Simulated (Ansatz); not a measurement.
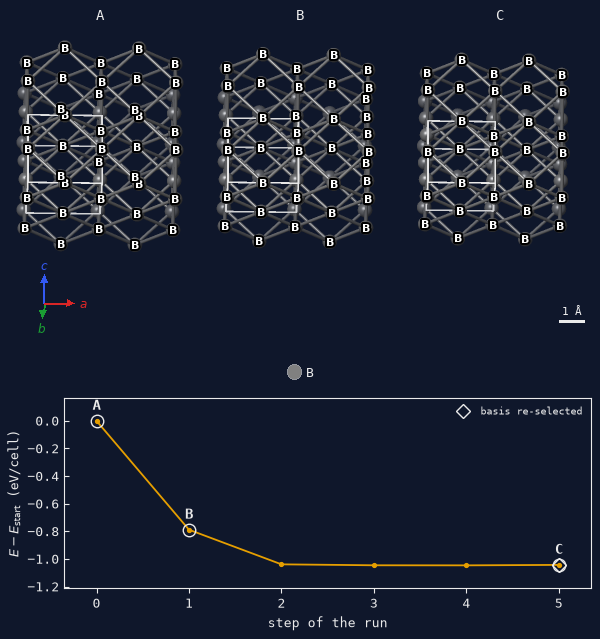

Frames of a relaxation of solid B (a generated structure, set up in Pm-3m) (coarse preliminary run), marked on the history of the run. Style: ball-and-stick. Shown: the cell of the calculation, repeated 2 × 2 × 2 with one cell outlined, from a free direction.

The calculation used Ansatz, DFT PBE, scalar-relativistic, plane waves, PAW.

Input
```yaml
crystal:
  lattice:
    - [2.97163327, 0.0, 0.0]
    - [0.0, 2.97163327, 0.0]
    - [0.0, 0.0, 2.97163327]
  atoms:
    - { symbol: B, position: [0.5, 0.0, 0.0] }
    - { symbol: B, position: [0.0, 0.5, 0.0] }
    - { symbol: B, position: [0.0, 0.0, 0.5] }
basis:
  ecutwfc: 420
kpoints:
  mp_grid: { grid: [6, 6, 6] }
hamiltonian:
  xc: pbe
scf:
  occupations: { method: gaussian, width: 0.1 }
  lower_state_search: "off"
output:
  forces: true
  stress: true
  eigenvalues: true
relax:
  adjacent_minimum: "off"
  f_tol: 0.04
  max_steps: 70
  cell: { stress_tol: 0.4 }
```

Command:
```bash
ansatz run input.yaml --threads 1 --pin off --max-ram 2560MiB --backend cpu --events-out ev --progress --plain --runs-dir out
```

### What happens along the run?

No atom moves by more than 0.005 Å relative to the cell. The volume changes by −24.8 %, with a = b = c 2.972 → 2.703 Å (−9.0 %). Near-neighbour distances that change, for instance: B1–B2 2.101 → 1.911 Å. The space group stays Pm-3m (No. 221). Over 4 accepted moves (5 points after the start) the energy falls by 1.043 eV per cell of the calculation. All forces vanish by symmetry, so only the cell relaxes. The pressure goes from −41.19 to −0.28 GPa. At 1 point the geometry stayed and the basis and grid were re-selected for the new cell (energy shift of 3.3 meV per cell of the calculation at most each time). The run took 2.5 s on 1 thread of Arm Neoverse V1, on a shared host, peak memory 0.25 GiB. From step 0 to 1: volume −13.9 %, energy −0.788 eV per cell of the calculation. From step 1 to 5: volume −12.6 %, energy −0.255 eV per cell of the calculation.

```json
{"step": "0", "E − E(0), meV/atom": "0.00", "pressure, GPa": "-41.19", "volume, Å³/atom": "8.747", "note": ""}
{"step": "1", "E − E(0), meV/atom": "-262.79", "pressure, GPa": "-25.46", "volume, Å³/atom": "7.529", "note": ""}
{"step": "2", "E − E(0), meV/atom": "-346.30", "pressure, GPa": "5.87", "volume, Å³/atom": "6.430", "note": ""}
{"step": "3", "E − E(0), meV/atom": "-348.58", "pressure, GPa": "-1.09", "volume, Å³/atom": "6.611", "note": ""}
{"step": "4", "E − E(0), meV/atom": "-348.74", "pressure, GPa": "0.00", "volume, Å³/atom": "6.581", "note": ""}
{"step": "5", "E − E(0), meV/atom": "-347.65", "pressure, GPa": "-0.28", "volume, Å³/atom": "6.581", "note": "same geometry, new basis"}
```
